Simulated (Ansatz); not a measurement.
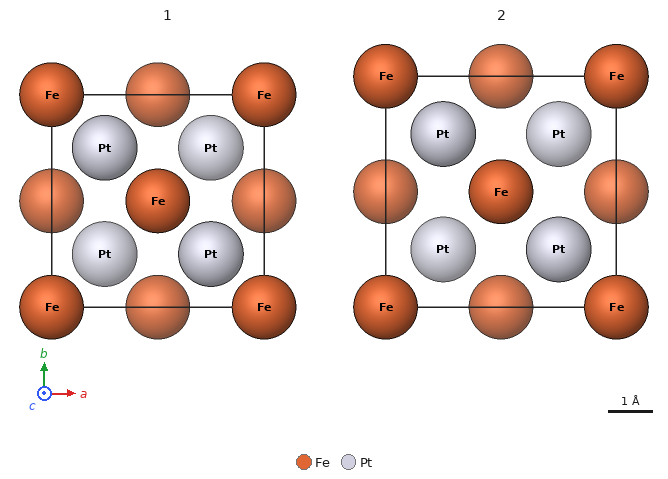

Two geometries of crystalline FePt (built on the zinc blende_216 type) (coarse preliminary run), drawn at one scale. One is the start of a relaxation, the other its converged end. A spheres-only model of the conventional cell (4 times the calculation's cell), seen along the c axis. Lengths and directions refer to the drawn axes.

All numbers below come from Ansatz, DFT PBE, scalar-relativistic, plane waves, PAW. Settings: plane-wave cutoff 420 eV; k-point mesh 6 × 6 × 6; occupations gaussian; smearing width 0.1 eV; no spin polarisation; cell and atoms relaxed; force threshold 0.04 eV/Å; at most 70 steps.

> Which of the two is the end point?

Structure 2 is the relaxed one. Case: zinc blende type (F-43m, No. 216). After 5 accepted moves (7 points after the start) the energy has fallen by 636 meV per atom. All forces vanish by symmetry, so only the cell relaxes. Pressure: 61.91 GPa at the start and 0.17 GPa at the end. The SCF was repeated twice at an unchanged geometry on a basis and grid sized afresh for the cell, which shifted the energy by 12.5 meV per atom at most. No atom moves by more than 0.005 Å relative to the cell. The volume changes by +28.2 %, with a = b = c 4.901 → 5.324 Å (+8.6 %). Among the contacts that change: Fe–Pt 2.122 → 2.305 Å. The space group stays F-43m (No. 216). Cost: 9.4 s on 1 thread of Intel(R) Xeon(R) 6975P-C (Granite Rapids), with other jobs on the host, peak memory 0.38 GiB.
